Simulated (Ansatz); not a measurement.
## Sampling a charged cell: N_C in C (Fd-3m)

Aim: the (+1/0) level of N_C in C (Fd-3m) as a function of the k-point sampling, with the cost of each choice. The model is a cell of 128 host atoms with 1 C taken out and 1 N put in; the atoms are relaxed once and then held.

Main program and level: Ansatz 0.2.0; plane-wave PAW DFT; relaxations with PBEsol, then single points with PBEsol, on supercells at fixed charge in a uniform background.

## (1) The structure

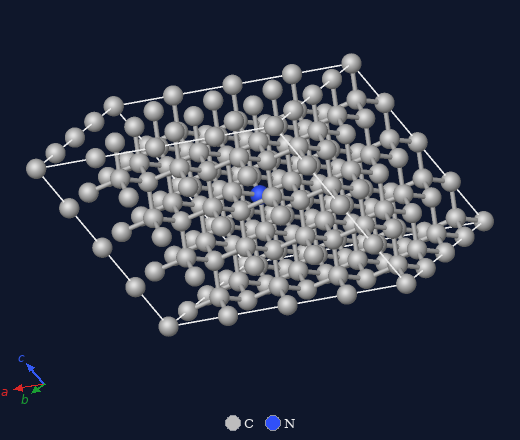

The cell as given, from a free direction (carbon light grey, nitrogen blue). Bonds to atoms that aren't drawn are left out. Some periodic images of atoms are drawn too.

The cell holds 128 atoms: 127 C and 1 N. Its edges and angles: a = 10.052 Å, b = 10.052 Å, c = 10.052 Å, α = 60.0°, β = 60.0°, γ = 60.0°. It derives from C (space group Fd-3m). Nearest the centre at fractional (0.500, 0.500, 0.500): N85 at 0.00 Å, C54 at 1.54 Å, C84 at 1.54 Å, C78 at 1.54 Å, C86 at 1.54 Å, C91 at 2.51 Å, C87 at 2.51 Å, C61 at 2.51 Å. The cell carries charge +1.

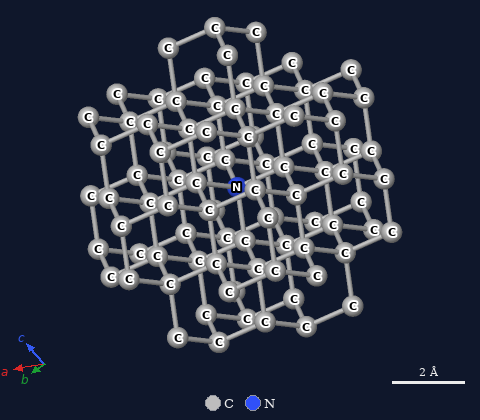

The atoms within 5 Å of the centre.

Screening for the image-charge correction: ε∞ = 5.87, ε0 = 5.87, computed on the host (DFPT, PBEsol).

The cell's shortest repeat is 10.1 Å.

## (2) Relaxing both charge states, PBEsol

The study needs fixed structures, so each charge is relaxed once, at one point at (¼, ¼, ¼), from small random displacements that break the symmetry of the site.

qp1.relax/input.yaml

```yaml
crystal:
  lattice:
    - [0.0, 1.77688093, 1.77688093]
    - [1.77688093, 0.0, 1.77688093]
    - [1.77688093, 1.77688093, 0.0]
  atoms:
    - { symbol: C, position: [0.0, 0.0, 0.0] }
    - { symbol: C, position: [0.25, 0.25, 0.25] }
  supercell: [4, 4, 4]
  defects: [{ substitution: { at: 84, symbol: "N" } }]
total_charge: 1
basis:
  ecutwfc: 420
  xc_grid: 2
hamiltonian:
  xc: pbesol
  pseudopotentials: { kind: paw, azcp: { folder: soft_1 }, xc_functional: pbe }
kpoints:
  mp_grid: { grid: [1, 1, 1], shift: [0.25, 0.25, 0.25] }
scf:
  occupations: { method: fixed }
  max_iter: 100
output:
  forces: true
  charged_corrections:
    epsilon: 5.87
    static_epsilon: 5.87
    defect_position: [0.5, 0.5, 0.5]
relax:
  f_tol: 0.015
  max_steps: 60
  random_displacement: { amplitude: 0.04, seed: 4888 }
checkpoint:
  write: "../qp1.relax.run"
  compress: false
  write_wavefunctions: true
  write_every: 100000
```

Command:

```
ansatz run input.yaml --threads 32 --pin off --max-ram 84787MiB --backend cuda --events-out ev --progress --plain --runs-dir out --max-vram 78GiB
```

Numbers of over 12 decimals in the logs are rounded to 6 here.

Output:

```text
[... repeated set-up lines and file paths are left out, and long positions are rounded to six places ...]
Engine: ansatz 0.2.0, aarch64-unknown-linux-gnu
Pseudopotentials: kind: paw
Pseudopotential: C, paw, valence charge 4, recommended cutoff 420 eV (normal), soft_1/C.paw.azcp
Pseudopotential: N, paw, valence charge 5, recommended cutoff 420 eV (normal), soft_1/N.paw.azcp
Functional definition: PBEsol
  exchange = pbesol_x
  correlation = pbesol_c
[...]
Crystal: 128 atoms, lattice volume = 718.100 Å³
Basis set: ecut = 420 eV, 14163 PW (Γ), exchange–correlation on 144×144×144 points (8 copies of the dense FFT grid, shifted against one another)
Bands: 384, of which v1, the nominal top of the filled ones, is band 256 counted from 1 (255 counted from 0)
Symmetry: 1 space group operations
k-points: 1
Non-local potential: C, projectors of the file, l = 0: 2, l = 1: 2, l = 2: 1
Non-local potential: N, projectors of the file, l = 0: 2, l = 1: 2, l = 2: 1
PAW form: soft (Blöchl's): semilocal exchange-correlation on the pseudo side does not see the compensation charge
PAW frozen core: C, regenerated for the run's functional, and the local potential with it (the file was generated under x = pbe(κ = 0.804, μ = 0.219515), c = pbe(β = 0.066725))
PAW frozen core: N, regenerated for the run's functional, and the local potential with it (the file was generated under x = pbe(κ = 0.804, μ = 0.219515), c = pbe(β = 0.066725))
PAW one-centre angular grid: C, 110 points (default); XC on 64 Gauss nodes
PAW one-centre angular grid: N, 110 points (default); XC on 64 Gauss nodes
Initial density: superposition of atomic densities (chi_scale 0.1, normalization cell, long waves kept (reshape's long-wave potential 0.20 eV rms))
Initial wavefunctions: pseudopotential atomic-orbital guess
[...]
Functional: x = pbesol(κ = 0.804, μ = 0.123457), c = pbesol(β = 0.046)
SCF iter   1: F=—  HF=-31751.219878 eV  |Δ(HF+E_count)|=         —  Δρ=1.42e-1  dr2=1.10e2  Hψ=1305
preconditioner: auto → Resta (q_TF=auto, 2.579 Å⁻¹)  ε∞=4.3  [insulator: Δε(μ)=4.994 eV  Ē_g=17.276 eV  n_scr=180 (ndim 8)  ℏωp=31.4 eV  f_vac=0.000  ε∞_Penn≈4.3]
SCF iter   2: F=—  HF=-31721.575317 eV  |Δ(HF+E_count)|=    2.96e1  Δρ=7.67e-2  dr2=3.14e1  Hψ=661
[...]
SCF iter   7: F=-31709.645803 eV  HF=-31709.645800 eV  |Δ(HF+E_count)|=   8.37e-5  Δρ=3.64e-5  dr2=4.32e-6  Hψ=1200
SCF 1 converged in 7 iterations: F = -31709.645803 eV  dr2 = 4.32e-6
[...]
relax step   1: F+E_penalty+E_count = -31709.64580258 eV  Δ(F+E_penalty+E_count) = +0.000e0 eV  max|allowed force component| = 2.788e0 eV/Å  Δτ_max = 0.0000 Å  (7 SCF iters, dr2 threshold 5.63e-6 eV, accepted)
[...]
relax step   2: F+E_penalty+E_count = -31713.34606436 eV  Δ(F+E_penalty+E_count) = -3.700e0 eV  max|allowed force component| = 1.313e0 eV/Å  Δτ_max = 0.0490 Å  (5 SCF iters, dr2 threshold 1.00e-4 eV, accepted)
[...]
relax step   4: F+E_penalty+E_count = -31714.19847019 eV  Δ(F+E_penalty+E_count) = -3.703e-6 eV  max|allowed force component| = 5.672e-2 eV/Å  Δτ_max = 0.0000 Å  (4 SCF iters, accepted)
[...]
relax step   6: F+E_penalty+E_count = -31714.19993698 eV  Δ(F+E_penalty+E_count) = -1.467e-3 eV  max|allowed force component| = 6.004e-3 eV/Å  Δτ_max = 0.0018 Å  (5 SCF iters, accepted)
[...]
NSCF: frozen V_eff on 1 k-points
[...]
SCF converged after 5 iterations
Free energy (F): -31714.199937 eV
Harris-Foulkes:  -31714.199937 eV  (|F-HF|=4.28e-9)
Internal energy: -31714.199937 eV  (E = F + TS)
E sigma→0 (E₀):  -31714.199937 eV
Fermi energy:    13.320145 eV
--- Per-component energies (eV) ---
  E_band       = 2268.837897
  E_kinetic    = 11544.471927
  E_local      = -7051.304656  (includes V_loc(G=0)·N_el)
  E_nonlocal   = 2946.291956
  E_hartree    = 1683.304984
  E_xc         = -6073.132883
  E_vxc        = -7525.310233  (∫ρ·V_xc dr)
  E_paw        = -12324.893714  (= ΣΔE_a)
  E_vpaw       = -1011.924010  (= ΣTr[D̂ρ^β])
  E_aug_tail   = 0.003459  (compensation charges beyond the density's cutoff)
  E_ewald      = -22441.648871
  E_core_change = 2.707861  (= ΣΔE_core)
  E_smearing   = -0.000000  (= −TS)
  E_closure    = 0.000000  (closes the sum)
  E_deformation_potential = 21.790515  (in the stress; not in F)
  Σ components = -31714.199937   (vs F -31714.199937, Δ=0.00e0)
--- Forces (eV/Å), atoms counted from 1 ---
  atom   1  C      0.00094728     0.00015395     0.00029630
  atom   2  C      0.00121190     0.00033539     0.00058713
  [... 4 atoms left out ...]
  [... 122 more lines of this table ...]
  max |Σ_I F_I| component: 4.73e-6 eV/Å
--- Charged-cell corrections in eV (Makov–Payne, q = +1.000 e, ε = 5.870) ---
  F (periodic)     = -31714.199937  (uncorrected; the corrections below are reported, never added to it)
  E_corr1          = +0.395605  (monopole, q²α_M/2εL)
  F Makov-Payne    = -31713.804332  (F + E_corr1; no measured alignment; for a localised charge, not one spread in a band: unchecked)
  no potential alignment in this run, which stands beside a crystal: run the host's input off ansatz write-host-input, and read the two finished runs by ansatz place-levels (neither reads a slab, a wire or a sheet, whose cell leaves a vacuum)
--- Band table (eV) ---
  k-point 0: bands = ["-8.7345", "-7.6792", "-7.0106", "-6.5964", "-6.5964", "-6.3562", "-6.2825", "-6.2824", "-6.1434", "-5.9931", [... rest cut ...]
--- Relaxed structure (6 steps of the walk, 5 accepted, 0 SCFs on fresh bases) ---
  F+E_penalty+E_count = -31714.19993698 eV   max|allowed force component| = 6.004e-3 eV/Å
  atoms:
    - { symbol: C, position: [-0.000655, 4.795689667163092e-5, 0.000211] }
    - { symbol: C, position: [0.061895, 0.062599, 0.062757] }
    [... 4 atoms left out ...]
  [... 122 more lines of this table ...]
```

Run time: 4.5 s. Hardware: 1 × NVIDIA GB200 with 32 threads of Arm Neoverse V2, shared host; peak memory 1.4 GiB; 18 s of CPU time.

Step by step:

```tsv
step	energy less that of the first step (eV)	largest force component (eV/Å)
1	0.0000	2.7876
2	-3.7003	1.3126
3	-4.5527	0.0567
4	-4.5527	0.0567
5	-4.5510	0.1001
6	-4.5541	0.0060
```

Relaxation step 5 was tried and not accepted.

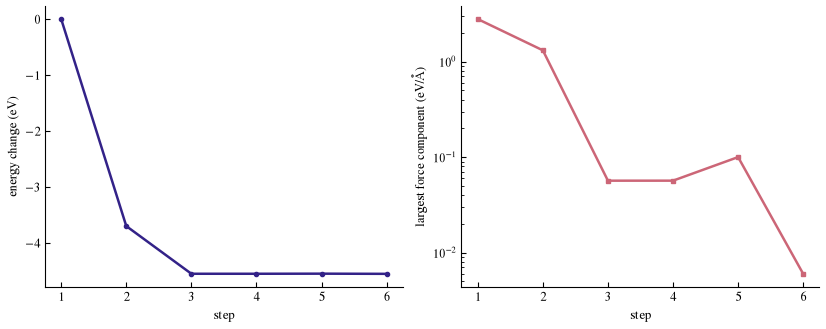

Energy and largest force along the relaxation.

The atoms that moved most (Å, from the sites as typed, ahead of the random displacement, the mean shift of all atoms taken out):

```tsv
atom	dx	dy	dz	length
C86	0.008	0.008	0.008	0.014
C78	-0.007	0.006	-0.007	0.011
C54	0.006	-0.007	-0.006	0.011
C84	-0.006	-0.006	0.006	0.011
C53	-0.008	0.001	0.001	0.008
C83	0.001	0.001	-0.008	0.008
C77	0.001	-0.008	0.001	0.008
C93	-0.001	-0.007	-0.001	0.007
```

Neighbours of N85 at the end:

```tsv
atom	distance (Å)
C84	1.550
C78	1.550
C54	1.550
C86	1.552
C117	2.510
C87	2.510
C93	2.510
C115	2.510
C91	2.511
C109	2.511
C55	2.511
C61	2.511
C79	2.511
C83	2.512
C77	2.513
C53	2.513
```

```tsv
charge	moment set (μB)	steps	largest displacement (Å)	time
0	1	8	0.24	11 s
+1	0	6	0.01	4.5 s
```

The relaxation ends 36 meV an atom lower than the displaced start, with a largest force component of 0.0060 eV/Å.

## (3) First setting: the zone centre alone

The defect state overlaps with its images and forms a narrow band, so the k-points decide which part of that band enters the energy. A point off the zone centre usually averages it better, but needs complex orbitals and more time.

qp1.kg/input.yaml

```yaml
crystal:
  checkpoint: "../qp1.relax.run"
  host: checkpoint
total_charge: 1
basis:
  ecutwfc: 420
  xc_grid: 2
hamiltonian:
  xc: pbesol
  pseudopotentials: { kind: paw, azcp: { folder: soft_1 }, xc_functional: pbe }
kpoints:
  mp_grid: { grid: [1, 1, 1] }
scf:
  occupations: { method: fixed }
  max_iter: 100
output:
  forces: true
  charged_corrections:
    epsilon: 5.87
    static_epsilon: 5.87
    defect_position: [0.5, 0.5, 0.5]
  eigenvalues: true
checkpoint:
  read: "../qp1.relax.run"
  write: "../qp1.kg.run"
  compress: false
  write_wavefunctions: false
  write_every: 100000
```

Output:

```text
[...]
crystal.checkpoint: the structure is that of <dir>, a `relax` run, at its step 6: its result, under pbesol at a charge of 1 e; 128 atoms read, 0 with a starting moment; crystal.structure_sha256 for this input is
[...]
device memory: the entry about to start is reckoned to put 3.7 GiB on a device that reports 168.6 GiB free (of which the cap on the GPU budget leaves the run 78.0 GiB)
GPU FFT provider: cuFFT
GPU libraries: cuBLAS 13.8.1, cuFFT 12.4.0, cuSOLVER 12.3.2
GPU matrix products: emulated (plane waves: as basis.precision tells), large ones in fixed point in workspaces of 1.00 GiB
Crystal: 128 atoms, lattice volume = 718.100 Å³
Basis set: ecut = 420 eV, 14163 PW (Γ), exchange–correlation on 144×144×144 points (8 copies of the dense FFT grid, shifted against one another)
Bands: 384, of which v1, the nominal top of the filled ones, is band 256 counted from 1 (255 counted from 0)
[... 1 set-up line as in the run before ...]
[...]
k-points: 1
[...]
GPU buffer pool allocated for 373248 grid points (all kernels)
GPU transforms: local potential and band sums: pruned to the plane-wave sphere, on 72×72×72
[...]
iter 1 solved again at ethr=3.73e-6 eV; its pass at ethr=3.10e-3 eV (dr2=1.91e-2 eV) is discarded
[...]
SCF iter   6: F=-31709.753224 eV  HF=-31709.753224 eV  |Δ(HF+E_count)|=   1.63e-8  Δρ=2.87e-6  dr2=3.57e-8  Hψ=2789
SCF 1 converged in 6 iterations: F = -31709.753224 eV  dr2 = 3.57e-8
[...]
SCF converged after 6 iterations
Free energy (F): -31709.753224 eV
[...]
Internal energy: -31709.753224 eV  (E = F + TS)
E sigma→0 (E₀):  -31709.753224 eV
Fermi energy:    13.573525 eV
[...]
--- Forces (eV/Å), atoms counted from 1 ---
  atom   1  C      0.03944121     0.03867095     0.03881834
  atom   2  C     -0.03694816    -0.03782436    -0.03758164
  [... 4 atoms left out ...]
  [... 122 more lines of this table ...]
  max |Σ_I F_I| component: 5.29e-6 eV/Å
--- Charged-cell corrections in eV (Makov–Payne, q = +1.000 e, ε = 5.870) ---
[...]
E_corr1          = +0.395605  (monopole, q²α_M/2εL)
[...]
--- Band table (eV) ---
[...]
```

Wall time 1.5 s (1 × NVIDIA GB200 with 32 threads); peak memory 1.2 GiB.

The column dr2 measures how far the density is from self-consistency, as an energy; F and HF (Harris–Foulkes) agree once it is small.

Both charges and the host at this setting go to place-levels, which corrects for the image charge and aligns the potentials.

levels.kg.yaml

```yaml
host:
  run: host.kg.run
states: [q0_M1.kg.run, qp1.kg.run]
geometry_from:
  q0_M1.kg.run: q0_M1.relax.run
  qp1.kg.run: qp1.relax.run
  host.kg.run: host.relax.run
chemical_potentials:
  C:
    energy: -246.668769
    dataset: "<sha256 of the dataset>"
  "N":
    energy: -378.476431
    dataset: "<sha256 of the dataset>"
```

Command:

```
ansatz place-levels levels.kg.yaml -- --threads 32 --pin off --max-ram 84787MiB
```

Output:

```text
(+1/0) 2.522 eV above the valence edge, 1.466 eV under the conduction edge
formation energy of charge +1: +0.882 eV with the Fermi level at the valence edge
formation energy of charge 0: +3.404 eV with the Fermi level at the valence edge
  edges by pbesol, gap 3.988 eV; the host is sampled to repeats of 10.05 Å
  the defect's cells are sampled to repeats of 10.05 Å, like sampling
  charge +1: -31709.3672 eV with its correction of +0.386 eV, at epsilon 5.87, aligned at sites: -0.0096 eV, mean over 41 atomic sites at or beyond 5.03 Å from the defect at [0.5000, 0.5000, 0.5000], with +0.000000 for the charge's moments and without [...]
  charge 0: +0.000 eV for its dipole among its images, +0.000 omitted
  of states[1] (qp1.kg.run): how wide its charge is, is not read beside other atoms or cores, and a band state would take no correction. [...]
  of states[0] (q0_M1.kg.run): its only k-point is the zone centre, where a defect's energies can be off by tenths of an eV or more: see "From the zone centre to a mesh" in the quickstart
```

The job ended after 0.22 s (32 threads).

At this setting the gap is 3.988 eV and (+1/0) lies 2.522 eV above the valence top.

## (4) The other settings

In the defect's inputs only the studied keys change. One input of each further setting:

qp1.kq/input.yaml, as its differences from qp1.kg/input.yaml of step 3:

```diff
@@ -11,3 +11,3 @@
 kpoints:
-  mp_grid: { grid: [1, 1, 1] }
+  mp_grid: { grid: [1, 1, 1], shift: [0.25, 0.25, 0.25] }
 scf:
@@ -24,3 +24,3 @@
   read: "../qp1.relax.run"
-  write: "../qp1.kg.run"
+  write: "../qp1.kq.run"
   compress: false
```

qp1.km0/input.yaml, as its differences from qp1.kq/input.yaml of step 4:

```diff
@@ -11,3 +11,3 @@
 kpoints:
-  mp_grid: { grid: [1, 1, 1], shift: [0.25, 0.25, 0.25] }
+  mp_grid: { grid: [2, 2, 2] }
 scf:
@@ -24,3 +24,3 @@
   read: "../qp1.relax.run"
-  write: "../qp1.kq.run"
+  write: "../qp1.km0.run"
   compress: false
```

qp1.kms/input.yaml, as its differences from qp1.km0/input.yaml of step 4:

```diff
@@ -11,3 +11,3 @@
 kpoints:
-  mp_grid: { grid: [2, 2, 2] }
+  mp_grid: { grid: [2, 2, 2], shift: [0.5, 0.5, 0.5] }
 scf:
@@ -24,3 +24,3 @@
   read: "../qp1.relax.run"
-  write: "../qp1.km0.run"
+  write: "../qp1.kms.run"
   compress: false
```

qp1.km3/input.yaml, as its differences from qp1.kms/input.yaml of step 4:

```diff
@@ -11,3 +11,3 @@
 kpoints:
-  mp_grid: { grid: [2, 2, 2], shift: [0.5, 0.5, 0.5] }
+  mp_grid: { grid: [3, 3, 3] }
 scf:
@@ -24,3 +24,3 @@
   read: "../qp1.relax.run"
-  write: "../qp1.kms.run"
+  write: "../qp1.km3.run"
   compress: false
```

qp1.km4/input.yaml, as its differences from qp1.km3/input.yaml of step 4:

```diff
@@ -11,3 +11,3 @@
 kpoints:
-  mp_grid: { grid: [3, 3, 3] }
+  mp_grid: { grid: [4, 4, 4], shift: [0.5, 0.5, 0.5] }
 scf:
@@ -24,3 +24,3 @@
   read: "../qp1.relax.run"
-  write: "../qp1.km3.run"
+  write: "../qp1.km4.run"
   compress: false
```

## (5) Result against cost

Times of the states on 1 × NVIDIA GB200 with 32 threads of Arm Neoverse V2, shared host; the host is run again at each setting, small cells on the processor where the program's card isn't needed:

```tsv
k-point sampling	gap (eV)	(+1/0) above the valence top (eV)	under the conduction bottom (eV)	level less that at a 4×4×4 shifted mesh (meV)	time, both charge states	time, host and placing	peak memory of a state (GiB)
the zone centre alone	3.988	2.522	1.466	-302	3.8 s	0.75 s	1.3
one point at (¼, ¼, ¼) *	3.995	2.659	1.336	-164	4.6 s	0.58 s	1.4
a 2×2×2 Γ-centred mesh	4.004	2.817	1.187	-6	6.7 s	0.58 s	1.6
a 2×2×2 shifted mesh	4.004	2.823	1.181	0	6.7 s	0.68 s	1.5
a 3×3×3 Γ-centred mesh	4.004	2.823	1.181	0	14 s	0.63 s	1.8
a 4×4×4 shifted mesh	4.004	2.824	1.181	0	18 s	1 s	2.1
```

* started from the relaxation's converged state in the same settings, so its time is no fair cost.

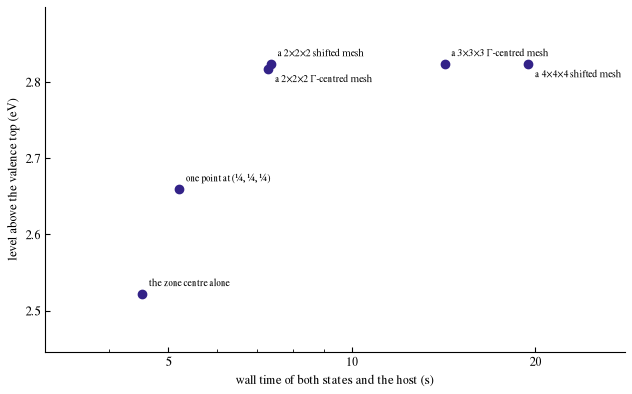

The level against the time spent.

## (6) Results

```
(plus 1/0) level, the zone centre alone  : 2.52 eV
(plus 1/0) level, one point at (¼, ¼, ¼) : 2.66 eV
(plus 1/0) level, a 2×2×2 Γ-centred mesh : 2.82 eV
(plus 1/0) level, a 2×2×2 shifted mesh   : 2.82 eV
(plus 1/0) level, a 3×3×3 Γ-centred mesh : 2.82 eV
(plus 1/0) level, a 4×4×4 shifted mesh   : 2.82 eV
```

In words: Over the settings in the table the level spans 0.302 eV; a 2×2×2 Γ-centred mesh, a 2×2×2 shifted mesh and a 3×3×3 Γ-centred mesh lie within 0.02 eV of the reference (a 4×4×4 shifted mesh, 2.82 eV). The largest miss of the level above the valence top is 302 meV, with the zone centre alone. Only the charges 0 and +1 were run, each from one start, so (+1/0) need not be a change between stable states. What this leaves open: PBEsol makes the gap too small and tends to spread out bound carriers; force components of up to 0.14 eV/Å remain in a run at the final settings.

[Logs are printed without paths, hosts, clocks, repeated set-up lines and the standing remarks that a program may print on its own settings, such as how far it seeks lower states.]

[Hosts, paths, dates, database ids (printed as entryN), source tags and the programs' standing remarks are cut or masked in the printed files.]

[Where a table of states has a column of steps, it counts the stored structures, which are thinned; the runs took as many ionic steps or more.]

[For some hosts the program warned that the k-mesh of the response run may be too coarse for force constants and the static dielectric constant; such warnings are not shown here.]
